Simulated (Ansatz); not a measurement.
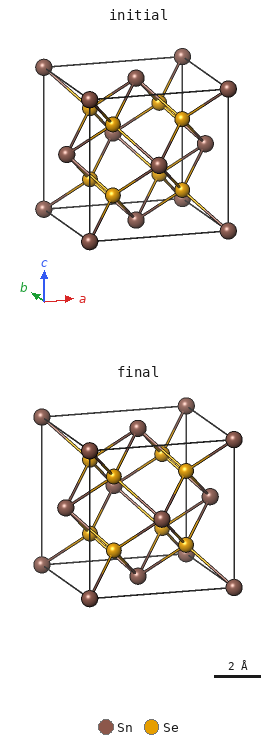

The structure of crystalline SnSe₂ (built on the fluorite type) before (top) and after (bottom) a relaxation, at one scale.

A ball-and-stick model of the conventional cell (4 times the calculation's cell), seen slightly off an axis. Lengths and directions refer to the drawn axes.

All numbers below come from Ansatz 0.2.0, DFT, PBEsol, plane waves, PAW. Settings: plane-wave cutoff 420 eV; k-point mesh 6 × 6 × 6; occupations fermi dirac; smearing width 0.03 eV; no spin polarisation; cell and atoms relaxed; force threshold 0.01 eV/Å; at most 120 steps.

Question: Describe what moved and what it gained.

Answer: The atoms keep their places relative to the cell (all moves are under 0.005 Å). Cell: a = b = c 6.488 → 6.758 Å (+4.2 %). Volume +13.0 %. Among the contacts that change: Se–Sn 2.809 → 2.926 Å. The space group stays Fm-3m (No. 225). The energy falls by 0.222 eV per cell of the calculation in 3 accepted moves (4 points after the start). All forces vanish by symmetry, so only the cell relaxes. The pressure goes from 9.04 to −0.03 GPa. The SCF was repeated once at an unchanged geometry on a basis and grid sized afresh for the cell, which shifted the energy by 1.7 meV per cell of the calculation at most. The run took 3.5 s on 2 threads of AMD EPYC 7R13 Processor (Zen 3), on a shared host, peak memory 0.59 GiB.
